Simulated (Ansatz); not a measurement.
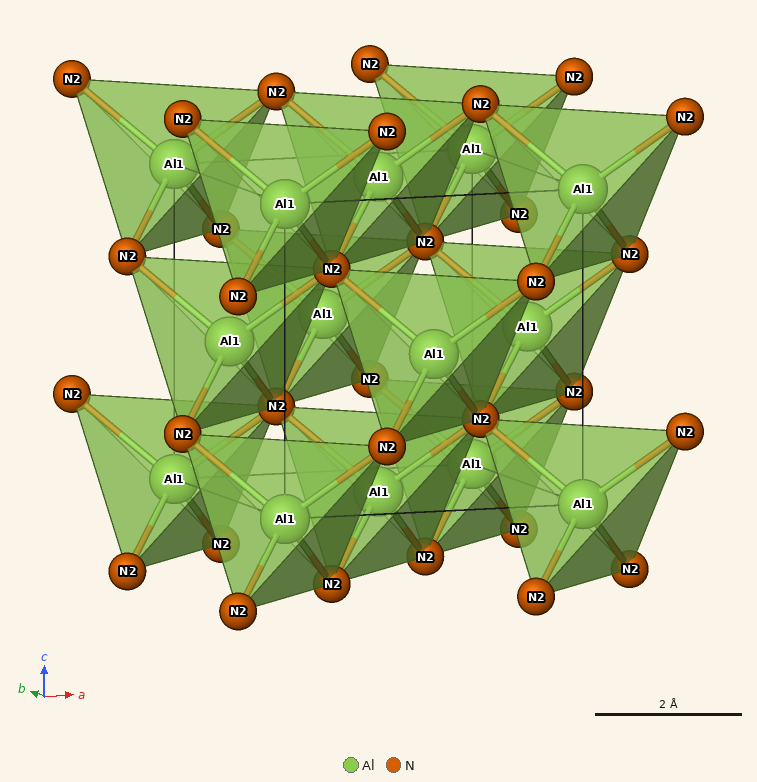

Figure 1. The structure of the first run (polyhedral view of the cell 4 times as large as that of the calculation, set on its symmetry axes, seen slightly off an axis; polyhedra are completed across the faces of the cell; atoms are numbered from 1 in the order of the input).

## What a change does: geometry relaxation on AlN

System: AlN (2 atoms in the cell).
Method of the first run: Kohn-Sham DFT of a periodic cell, RPBE, all-electron LAPW, scalar-relativistic, no spin polarisation (Ansatz 0.2.0).

The structure derives from a Materials Project entry. Text and figures count atoms from 1; the logs count them from 0 in places.

## Input file, the first run
```yaml
crystal:
  lattice:
    - [0.0, 2.1839935596, 2.1839935596]
    - [2.1839935596, 0.0, 2.1839935596]
    - [2.1839935596, 2.1839935596, 0.0]
  atoms:
    - { symbol: Al, position: [0.0, 0.0, 0.0] }
    - { symbol: "N", position: [0.25, 0.25, 0.25] }
kpoints:
  mp_grid: { grid: [10, 10, 10] }
scf:
  occupations: { method: fermi_dirac, width: 0.05 }
hamiltonian:
  xc: rpbe
  pseudopotentials: { kind: all_electron, lapw: { basis_error: 0.001 } }
output:
  forces: true
  stress: true
relax:
  f_tol: 0.02
  max_steps: 60
  cell: {}
```

Command:
```bash
ansatz run input.yaml --threads 1 --pin off --max-ram 3072MiB --backend cpu --events-out ev --progress --plain --runs-dir out
```

Hardware: 1 thread of Arm Neoverse V1, 24 GiB of memory available, shared host.

## Output, shortened to warnings, some set-up lines, iterations and results (the first run)
```
Basis set: ecut = 403.26019486711493 eV, 387 PW (Γ), exchange–correlation at level 2
Symmetry: 24 space group operations
k-points: 47 of 1000 (time reversal used)
Initial density: superposition of atomic densities (chi_scale 0.1, normalization cell, long waves kept (reshape's long-wave potential 0.00 eV rms))
[...]
SCF iter   1: F=—  HF=-8107.055456 eV  |F-HF|=—  |Δ(HF+E_count)|=         —  Δρ=1.53e-1  dr2=5.87e0  ethr=3.26e-2  ⟨swp⟩=2.0  Hψ=4123  notcnv=0
SCF iter   2: F=—  HF=-8105.017695 eV  |F-HF|=—  |Δ(HF+E_count)|=    2.04e0  Δρ=4.75e-2  dr2=2.99e-1  ethr=1.66e-3  ⟨swp⟩=2.0  Hψ=3289  notcnv=0
SCF iter   3: F=—  HF=-8104.719431 eV  |F-HF|=—  |Δ(HF+E_count)|=   2.98e-1  Δρ=1.75e-2  dr2=5.09e-2  ethr=1.66e-3  ⟨swp⟩=3.0  Hψ=1992  notcnv=0
SCF iter   4: F=—  HF=-8104.726730 eV  |F-HF|=—  |Δ(HF+E_count)|=         —  Δρ=5.34e-4  dr2=4.05e-5  ethr=2.83e-4  ⟨swp⟩=2.0  Hψ=1833  notcnv=0
SCF iter   5: F=—  HF=-8104.726515 eV  |F-HF|=—  |Δ(HF+E_count)|=   2.14e-4  Δρ=2.49e-4  dr2=9.96e-6  ethr=2.25e-7  ⟨swp⟩=3.0  Hψ=1826  notcnv=0
[... 22 lines ...]
relax step   4: F+E_penalty+E_count = -8104.74902107 eV  Δ(F+E_penalty+E_count) = -2.004e-5 eV  max|allowed force component| = 3.932e-17 eV/Å  Δτ_max = 0.0000 Å  P = +0.008 …
SCF iter   1: F=—  HF=-8104.749019 eV  |F-HF|=—  |Δ(HF+E_count)|=         —  Δρ=1.18e-5  dr2=3.12e-8  ethr=1.74e-10  ⟨swp⟩=3.0  Hψ=2822  notcnv=0
SCF iter   2: F=-8104.749019 eV  HF=-8104.749019 eV  |F-HF|=1.23e-8  |Δ(HF+E_count)|=   2.37e-7  Δρ=6.53e-6  dr2=8.29e-9  ethr=1.73e-10  ⟨swp⟩=2.8  Hψ=1686  notcnv=0
SCF 5 converged in 2 iterations: F = -8104.749019 eV  dr2 = 8.29e-9
relax step   5: F+E_penalty+E_count = -8104.74901939 eV  Δ(F+E_penalty+E_count) = +1.679e-6 eV  max|allowed force component| = 3.932e-17 eV/Å  Δτ_max = 0.0000 Å  P = +0.007 …
basis re-selected at this cell: Δ(F+E_penalty+E_count) = +1.679e-6 eV, ΔP = -0.001 GPa vs the last step (what re-selecting the basis moved, after the strain that the cell walked since its last selection, with what the two solves' SCF thresholds leave and, on support functions, any second-order …
SCF converged after 2 iterations
Free energy (F): -8104.749019 eV
Harris-Foulkes:  -8104.749019 eV  (|F-HF|=1.23e-8)
Internal energy: -8104.749019 eV  (E = F + TS)
E sigma→0 (E₀):  -8104.749019 eV
Fermi energy:    9.848588 eV
--- Per-component energies (eV) ---
  E_band       = -1215.578694
  E_kinetic    = 8114.367989
  E_xc         = -701.342786
  E_electrostatic = -15517.774222  (all electrons and nuclei)
  E_smearing   = -0.000000  (= −TS)
  E_closure    = 0.000000  (closes the sum)
  E_atoms      = -8090.654771  (free atoms, spherical and without spin; not in F)
  Σ components = -8104.749019   (vs F -8104.749019, Δ=0.00e0)
  Basis errors (estimates in eV, not in F): energy 4.7e-4 per atom: plane waves 4.3e-4 (2.8e-4 summed), levels above the bands 1.9e-82, relativity 1.8e-8, radial functions 4.4e-5, core shells 6.5e-12; eigenvalues (radial functions only) 1.7e-6; not estimated: angular momenta, meshes, grids; target …
--- Forces (eV/Å), atoms counted from 1 ---
  atom   1  Al     0.00000000    -0.00000000    -0.00000000
  atom   2  N      0.00000000     0.00000000     0.00000000
  max |Σ_I F_I| component: 3.24e-17 eV/Å
--- Stress (GPa, compression-positive) ---
        0.007264       0.000000      -0.000000
        0.000000       0.007264       0.000000
       -0.000000       0.000000       0.007264
  P = ⅓ Tr σ = 0.0073 GPa (0.073 kbar)
--- Relaxed structure (4 steps of the walk, 4 accepted, 1 SCFs on fresh bases) ---
  F+E_penalty+E_count = -8104.74901939 eV   max|allowed force component| = 3.932e-17 eV/Å   (the final SCF, on the basis selected at the relaxed cell)
  cell:  # Å, volume = 21.7231 Å³
    - [-6.36921504111947e-36, 2.2146117195867157, 2.2146117195867157]
    - [2.2146117195867157, 1.270658400703338e-33, 2.2146117195867157]
    - [2.2146117195867157, 2.2146117195867157, 1.74198031374618e-33]
  atoms:
    - { symbol: Al, position: [-1.4605452732999712e-34, 1.7728631304836128e-34, 2.048437710351532e-34] }
    - { symbol: N, position: [0.25, 0.25, 0.25] }
```

For the second run the input was changed thus:
```diff
-  xc: rpbe
+  xc: blyp
+  dispersion: d3bj
-  f_tol: 0.02
+  f_tol: 0.01
```

What does this change do to the results?

The total energies belong to different models, so their difference says nothing on which is more stable or more accurate. The volume per atom goes from 10.86 to 10.34 Å³. The functional changes from RPBE to BLYP. The SCF takes 17 iterations over all geometry steps against 22.

## Output, shortened to warnings, some set-up lines, iterations and results (the second run)
```
Basis set: ecut = 404.4043990302499 eV, 387 PW (Γ), exchange–correlation at level 2
Symmetry: 24 space group operations
k-points: 47 of 1000 (time reversal used)
Initial density: superposition of atomic densities (chi_scale 0.1, normalization cell, long waves kept (reshape's long-wave potential 0.00 eV rms))
[...]
SCF iter   1: F=—  HF=-8109.263373 eV  |F-HF|=—  |Δ(HF+E_count)|=         —  Δρ=1.67e-1  dr2=6.98e0  ethr=3.88e-2  ⟨swp⟩=2.0  Hψ=4081  notcnv=0
SCF iter   2: F=—  HF=-8106.835329 eV  |F-HF|=—  |Δ(HF+E_count)|=    2.43e0  Δρ=5.55e-2  dr2=4.31e-1  ethr=2.39e-3  ⟨swp⟩=2.0  Hψ=3303  notcnv=0
SCF iter   3: F=—  HF=-8106.401023 eV  |F-HF|=—  |Δ(HF+E_count)|=   4.34e-1  Δρ=1.90e-2  dr2=6.31e-2  ethr=2.39e-3  ⟨swp⟩=3.0  Hψ=1997  notcnv=0
SCF iter   4: F=—  HF=-8106.398640 eV  |F-HF|=—  |Δ(HF+E_count)|=         —  Δρ=1.25e-3  dr2=3.40e-4  ethr=3.51e-4  ⟨swp⟩=2.0  Hψ=1833  notcnv=0
SCF iter   5: F=—  HF=-8106.398233 eV  |F-HF|=—  |Δ(HF+E_count)|=   4.07e-4  Δρ=4.94e-4  dr2=5.74e-5  ethr=1.89e-6  ⟨swp⟩=2.0  Hψ=1645  notcnv=0
[... 15 lines ...]
relax step   3: F+E_penalty+E_count = -8106.39888169 eV  Δ(F+E_penalty+E_count) = -1.807e-4 eV  max|allowed force component| = 1.550e-16 eV/Å  Δτ_max = 0.0000 Å  P = +0.009 …
SCF iter   1: F=—  HF=-8106.398882 eV  |F-HF|=—  |Δ(HF+E_count)|=         —  Δρ=7.07e-6  dr2=6.47e-9  ethr=3.59e-11  ⟨swp⟩=4.0  Hψ=3003  notcnv=0
SCF iter   2: F=-8106.398882 eV  HF=-8106.398882 eV  |F-HF|=1.78e-9  |Δ(HF+E_count)|=   2.50e-7  Δρ=3.74e-6  dr2=1.69e-9  ethr=3.59e-11  ⟨swp⟩=2.0  Hψ=1645  notcnv=0
SCF 4 converged in 2 iterations: F = -8106.398882 eV  dr2 = 1.69e-9
relax step   4: F+E_penalty+E_count = -8106.39888176 eV  Δ(F+E_penalty+E_count) = -6.693e-8 eV  max|allowed force component| = 1.492e-16 eV/Å  Δτ_max = 0.0000 Å  P = +0.009 …
basis re-selected at this cell: Δ(F+E_penalty+E_count) = -6.693e-8 eV, ΔP = -0.000 GPa vs the last step (what re-selecting the basis moved, after the strain that the cell walked since its last selection, with what the two solves' SCF thresholds leave and, on support functions, any second-order …
SCF converged after 2 iterations
Free energy (F): -8106.398882 eV
Harris-Foulkes:  -8106.398882 eV  (|F-HF|=1.78e-9)
Internal energy: -8106.398882 eV  (E = F + TS)
E sigma→0 (E₀):  -8106.398882 eV
Fermi energy:    10.869815 eV
--- Per-component energies (eV) ---
  E_band       = -1200.151890
  E_kinetic    = 8120.819378
  E_xc         = -703.068553
  E_electrostatic = -15522.968803  (all electrons and nuclei)
  E_disp       = -1.180903  (pairwise vdW)
  E_smearing   = -0.000000  (= −TS)
  E_closure    = 0.000000  (closes the sum)
  E_atoms      = -8091.405574  (free atoms, spherical and without spin; not in F)
  Σ components = -8106.398882   (vs F -8106.398882, Δ=0.00e0)
  Basis errors (estimates in eV, not in F): energy 5.2e-4 per atom: plane waves 4.7e-4 (2.8e-4 summed), levels above the bands 4.0e-84, relativity 1.0e-7, radial functions 4.7e-5, core shells 1.2e-11; eigenvalues (radial functions only) 1.8e-6; not estimated: angular momenta, meshes, grids; target …
--- Forces (eV/Å), atoms counted from 1 ---
  atom   1  Al    -0.00000000    -0.00000000    -0.00000000
  atom   2  N      0.00000000     0.00000000     0.00000000
  max |Σ_I F_I| component: 5.09e-17 eV/Å
--- Stress (GPa, compression-positive) ---
        0.008774       0.000000       0.000000
        0.000000       0.008774       0.000000
        0.000000       0.000000       0.008774
  P = ⅓ Tr σ = 0.0088 GPa (0.088 kbar)
--- Relaxed structure (3 steps of the walk, 3 accepted, 1 SCFs on fresh bases) ---
  F+E_penalty+E_count = -8106.39888176 eV   max|allowed force component| = 1.492e-16 eV/Å   (the final SCF, on the basis selected at the relaxed cell)
  cell:  # Å, volume = 20.6833 Å³
    - [3.3119918213821335e-34, 2.178695468706848, 2.178695468706848]
    - [2.178695468706848, 6.050754289063513e-34, 2.178695468706848]
    - [2.178695468706848, 2.178695468706848, 8.21628740304414e-34]
  atoms:
    - { symbol: Al, position: [-8.175379202748266e-35, 8.542811975905492e-35, 1.0563692228270232e-34] }
[...]
```

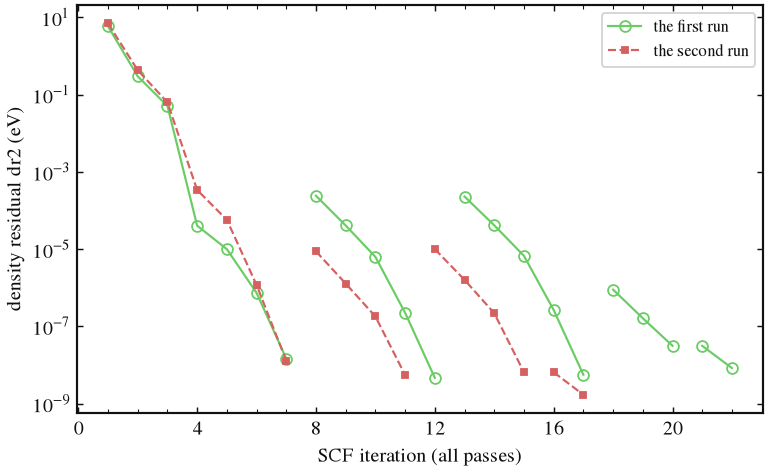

Figure 2. Convergence of the two runs: density residual dr2 against the SCF iteration. A break in a curve parts two SCF passes. The first run takes 22 iterations in all, and the second run takes 17.

## The two runs side by side

```csv
quantity,the first run,the second run
outcome,converged,converged
free energy per atom (eV),−4052.3745,−4053.1994
pressure (GPa),0.01,0.01
volume per atom (Å³),10.86,10.34
largest force (eV/Å),0.000,0.000
SCF iterations,22,17
irreducible k-points,47,47
wall time (shared host),26 s,22 s
```
